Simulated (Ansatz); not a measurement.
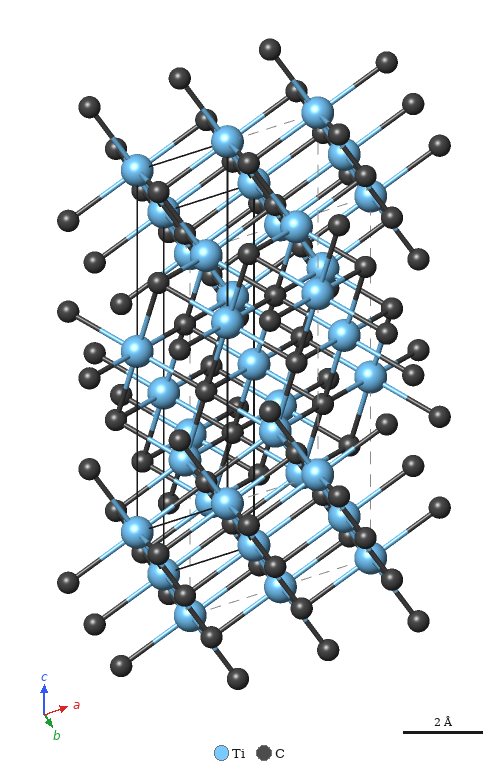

This ball-and-stick model is shown from a general direction. The solid frame is a single conventional unit cell within a 2×2×1 block. A few atoms beyond the faces are included.

TiC, space group P6_3/mmc (No. 194), a = 3.10 Å, b = 3.10 Å, c = 9.78 Å, α = 90.00°, β = 90.00°, γ = 120.00°.

Calculation details: Ansatz 0.2.0, DFT PBE, scalar-relativistic, plane waves, PAW; a kinetic-energy cutoff of 420 eV, the zone sampled with 12×12×4 points, Gaussian smearing of 0.1 eV, no spin polarisation.

Does it come out as a metal, or with a gap?

Answer. A metal: bands cross the Fermi level.

How far is the cell from zero pressure?

Answer. The computed pressure is 0.0 GPa, close to zero.

The structure was taken from a structure type filled with these elements by a generator (whether the compound takes this form wasn't checked). Earlier steps of the study may have refined or changed the cell and positions. It was the input of a calculation with Ansatz.
